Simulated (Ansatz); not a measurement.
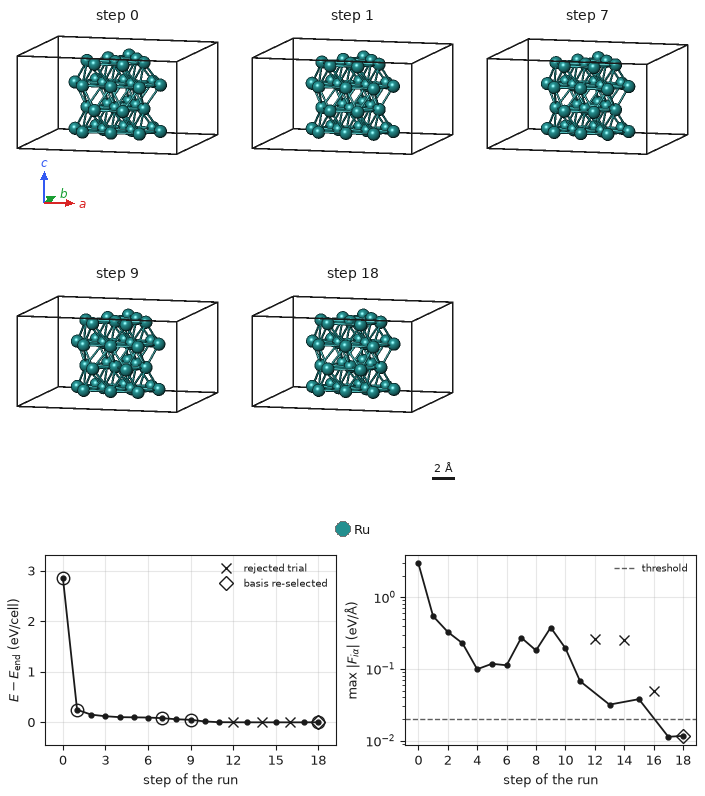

Frames of a relaxation of a wire of composition Ru, marked on the history of the run. Style: ball-and-stick. Shown: the 2 repeat of the cell, with the vacuum cut short, slightly off an axis.

Case: wire along [0 0 1], 18 atoms a period.

The calculation used DFT PBEsol, scalar-relativistic, plane waves, PAW (Ansatz 0.2.0). Settings: plane-wave cutoff 420 eV; k-point mesh 1 × 1 × 13; occupations gaussian; smearing width 0.05 eV; no spin polarisation; cell relaxed at fixed a, b, alpha, beta, gamma; force threshold 0.02 eV/Å; at most 45 steps.

Q: Describe the path.

A: The largest moves relative to the centre of the atoms, 0.31 Å, are those of Ru atoms. Along the periodic axis the drawn cell goes c 8.504 → 8.318 Å (−2.2 %). Among the contacts that change: Ru–Ru 2.690 → 3.104 Å, Ru–Ru 2.690 → 2.321 Å, Ru–Ru 2.633 → 2.384 Å, Ru–Ru 2.633 → 2.432 Å. Among the angles between lasting bonds that change: Ru–Ru–Ru 107.7° → 117.5°, Ru–Ru–Ru 107.7° → 116.5°, Ru–Ru–Ru 120.0° → 128.2°. The energy falls by 2.859 eV per cell of the calculation in 14 accepted moves (18 points after the start). The largest force component goes from 3 to 0.012 eV/Å. The line search rejected the trial steps at points 12, 14, 16 of the run. At 1 point the geometry stayed and the basis and grid were re-selected for the new cell (energy shift of 2.0 meV per cell of the calculation at most each time). Cost: 5.5 min on 4 threads of AMD EPYC 9R45 96-Core Processor (Zen 5), on a shared host, peak memory 4 GiB. From step 0 to 1: Ru atoms move most (0.19 Å), energy −2.611 eV per cell of the calculation. From step 1 to 7: Ru atoms move most (0.13 Å), energy −0.166 eV per cell of the calculation. From step 7 to 9: Ru atoms move most (0.21 Å), energy −32.7 meV per cell of the calculation. From step 9 to 18: Ru atoms move most (0.05 Å), energy −48.5 meV per cell of the calculation.

```json
{"step": "0", "E − E(0), meV/atom": "0.00", "largest force component, eV/Å": "2.9556", "note": ""}
{"step": "1", "E − E(0), meV/atom": "-145.08", "largest force component, eV/Å": "0.5441", "note": ""}
{"step": "2", "E − E(0), meV/atom": "-150.47", "largest force component, eV/Å": "0.3276", "note": ""}
{"step": "3", "E − E(0), meV/atom": "-152.20", "largest force component, eV/Å": "0.2278", "note": ""}
{"step": "4", "E − E(0), meV/atom": "-153.20", "largest force component, eV/Å": "0.0990", "note": ""}
{"step": "5", "E − E(0), meV/atom": "-153.41", "largest force component, eV/Å": "0.1179", "note": ""}
{"step": "6", "E − E(0), meV/atom": "-153.65", "largest force component, eV/Å": "0.1124", "note": ""}
{"step": "7", "E − E(0), meV/atom": "-154.30", "largest force component, eV/Å": "0.2725", "note": ""}
{"step": "8", "E − E(0), meV/atom": "-155.52", "largest force component, eV/Å": "0.1811", "note": ""}
{"step": "9", "E − E(0), meV/atom": "-156.12", "largest force component, eV/Å": "0.3776", "note": ""}
{"step": "10", "E − E(0), meV/atom": "-157.92", "largest force component, eV/Å": "0.1945", "note": ""}
{"step": "11", "E − E(0), meV/atom": "-158.75", "largest force component, eV/Å": "0.0674", "note": ""}
{"step": "12", "E − E(0), meV/atom": "-158.04", "largest force component, eV/Å": "0.2576", "note": "rejected"}
{"step": "13", "E − E(0), meV/atom": "-158.88", "largest force component, eV/Å": "0.0318", "note": ""}
{"step": "14", "E − E(0), meV/atom": "-158.04", "largest force component, eV/Å": "0.2491", "note": "rejected"}
{"step": "15", "E − E(0), meV/atom": "-158.90", "largest force component, eV/Å": "0.0379", "note": ""}
{"step": "16", "E − E(0), meV/atom": "-158.89", "largest force component, eV/Å": "0.0487", "note": "rejected"}
{"step": "17", "E − E(0), meV/atom": "-158.92", "largest force component, eV/Å": "0.0113", "note": ""}
{"step": "18", "E − E(0), meV/atom": "-158.81", "largest force component, eV/Å": "0.0117", "note": "same geometry, new basis"}
```
